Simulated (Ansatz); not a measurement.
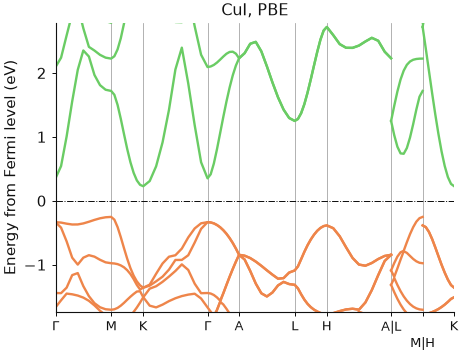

Band structure. Energies are counted from the Fermi level.

What lattice type does the k path imply?

A hexagonal (primitive) lattice: the path Γ–M–K–Γ–A–L–H–A|L–M|H–K runs through the special points of its Brillouin zone.

The material is NiAs-type CuI, space group P6_3/mmc, 4 atoms in the cell, relaxed with r2SCAN; a = 4.147 Å, c = 6.336 Å (hexagonal axes).

Method: PBE, Ansatz PAW set, no spin polarisation, no spin-orbit coupling, 12×12×4 k mesh, 420 eV cutoff, Fermi-Dirac smearing of 0.02 eV (Ansatz 0.2.0).

What does the band structure say about the gap?

The material is gapped. The gap along this path is 0.48 eV and indirect, from the valence-band top at M to the conduction-band bottom at K; the smallest direct gap is 0.69 eV, at Γ. At Γ the top valence band lies only 0.08 eV lower.

What are the direct gaps at L, M and K?

The direct gaps are 2.34 eV at L, 1.97 eV at M and 1.59 eV at K.

How many bands meet at the valence-band top?

The top valence level at M is a single band, not degenerate (spin aside).

How much do the top valence band and the lowest conduction band disperse along the path?

The top valence band spans 1.1 eV and the lowest conduction band 2.5 eV.

Spin-orbit coupling is left out, which matters for I. LDA, GGA and most meta-GGA functionals understate gaps. The usual form of CuI is zincblende.
